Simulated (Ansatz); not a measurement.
Consider PbS.

Input file:

```
crystal:
  lattice:
    - [2.079952695, -5.991296865, 0.0]
    - [2.079952695, 5.991296865, 0.0]
    - [0.0, 0.0, 4.27932094]
  atoms:
    - { symbol: Pb, position: [0.13056335, 0.86943665, 0.25] }
    - { symbol: Pb, position: [0.86943665, 0.13056335, 0.75] }
    - { symbol: S, position: [0.35479709, 0.64520291, 0.25] }
    - { symbol: S, position: [0.64520291, 0.35479709, 0.75] }
hamiltonian:
  xc: pbe
  pseudopotentials: { kind: paw }
kpoints:
  mp_grid: { grid: [7, 7, 6] }
scf:
  occupations: { method: gaussian, width: 0.019 }
output:
  forces: true
  stress: true
  eigenvalues: true
  write_density: true
  write_potential: true
  elf: true
  volumetric_format: npy
```

Run with:

```sh
ansatz run input.yaml --threads 2 --pin off --max-ram 5632MiB --backend cpu --events-out ev --progress --plain --runs-dir out
```

Below, planes, directions and counts refer to the conventional cell (a = 4.16 Å, b = 11.98 Å, c = 4.28 Å, α = 90.00°, β = 90.00°, γ = 90.00°).

Space group Cmcm; a structure from a database of computed crystals, not necessarily the ambient phase.

Theory: Ansatz, Kohn-Sham DFT of a periodic cell, PBE, Ansatz PAW.

### What can the converged valence pseudo-density and electron localisation function tell about the bonding?

Pb–S (2.69 Å): the density is about 0.38 e/Å³ at the midpoint; the ELF peaks at about 0.85 in the valence shell of S, 0.8 Å from its nucleus, and drops to about 0.25 between the two atoms.

### Does the calculation give a band gap?

It is gapped, with a Kohn–Sham gap of 1.3 eV on the k-point mesh (the band edges may lie off the mesh, which would make the gap smaller).

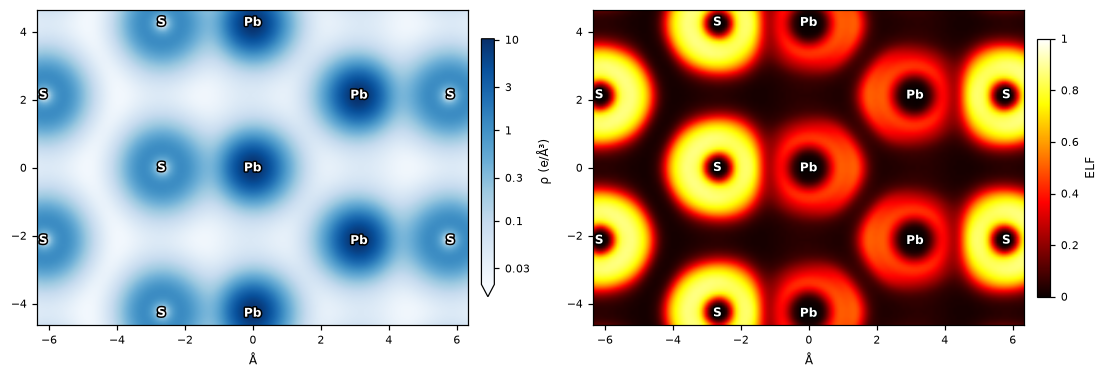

Computed valence pseudo-density and electron localisation function on the (100) plane of the conventional cell, in this order. 

Core electrons are frozen (PAW), and the valence fields are smoothed inside the atomic spheres.
